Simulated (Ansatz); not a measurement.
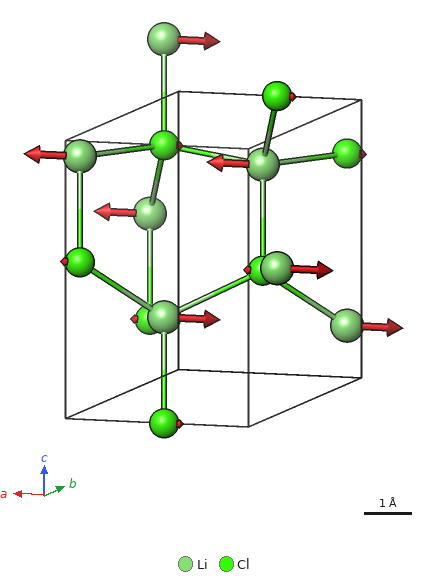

One vibrational mode of solid LiCl (a generated structure) at the zone centre. The red arrows are the displacements of the atoms (eigenvector over the root of the mass), of arbitrary overall length and sign. A ball-and-stick model of the cell of the calculation, seen from a free direction.

Level of theory: DFT PBE, scalar-relativistic, plane waves, PAW in Ansatz 0.2.0.

Input file:
```yaml
crystal:
  lattice:
    - [3.9284142528, 0.0, 0.0]
    - [-1.9642071264, 3.4021065395, 0.0]
    - [0.0, 0.0, 6.283890509]
  atoms:
    - { symbol: Li, position: [0.3333333333, 0.6666666667, 0.815549585] }
    - { symbol: Li, position: [0.6666666667, 0.3333333333, 0.315549585] }
    - { symbol: Cl, position: [0.6666666667, 0.3333333333, 0.9344972838] }
    - { symbol: Cl, position: [0.3333333333, 0.6666666667, 0.4344972838] }
basis:
  ecutwfc: 420
kpoints:
  mp_grid: { grid: [6, 6, 4] }
hamiltonian:
  xc: pbe
scf:
  occupations: { method: fixed }
output:
  eigenvalues: true
phonons:
  method: dfpt
  dielectric: true
  rigid_motions: translations
  eigenvectors: true
  qmesh: [2, 2, 1]
  temperatures: { t_max: 1000, t_step: 100 }
  qpath:
    path:
      - [[0.0, 0.0, 0.0], [0.5, 0.0, 0.0], [0.33333333, 0.33333333, 0.0], [0.0, 0.0, 0.0], [0.0, 0.0, 0.5], [0.5, 0.0, 0.5], [0.33333333, 0.33333333, 0.5], [0.0, 0.0, 0.5]]
      - [[0.5, 0.0, 0.5], [0.5, 0.0, 0.0]]
      - [[0.33333333, 0.33333333, 0.5], [0.33333333, 0.33333333, 0.0]]
    npoints: 8
```

Command:
```bash
ansatz run input.yaml --threads 1 --pin off --max-ram 2560MiB --backend cpu --events-out ev --progress --plain --runs-dir out
```

Frequencies are those without the non-analytic (LO–TO) term.

**What mode is this, and where does it lie in the spectrum?**

This is the E₂ mode (doubly degenerate; one member of the set is drawn) at 302 cm⁻¹, optical level 4 of 6, counted from below, Raman-active by symmetry. All motion is along a; atoms of one kind move against one another, with no net shift of any sublattice; it stretches the shortest Cl–Li bonds (2.39 Å); the kinetic energy is shared as Li 85 %, Cl 15 %.
